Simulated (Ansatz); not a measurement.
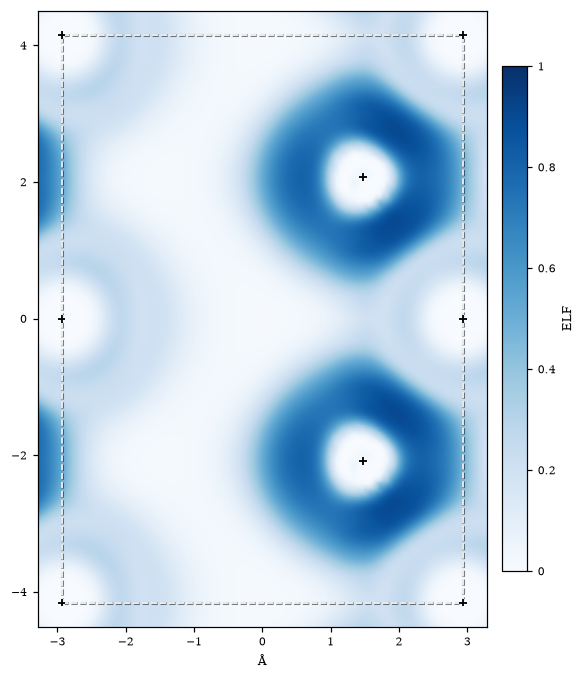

The ELF on a plane through atoms (crosses mark nuclei in the plane).

These are results of DFT PBEsol, scalar-relativistic, plane waves, PAW in Ansatz, not measurements.

Candidates:
A. Ta (slab), a = 2.95 Å, b = 2.95 Å, c = 25.44 Å, α = 90.00°, β = 90.00°, γ = 90.00°. 
B. TaC, a = 4.43 Å, b = 4.43 Å, c = 4.43 Å, α = 90.00°, β = 90.00°, γ = 90.00°. Space group Fm-3m; computed pressure about 3 GPa in this cell; computed without spin polarisation.
C. InP, a = 5.88 Å, b = 5.88 Å, c = 5.88 Å, α = 90.00°, β = 90.00°, γ = 90.00°. Space group F-43m.

### Which candidate gave the map?

Candidate C: InP on the (011) plane of the conventional cell, which holds In and P. In–P (2.55 Å): the ELF peaks at about 0.90 in the valence shell of P, 0.9 Å from its nucleus, and is about 0.55 at the midpoint.
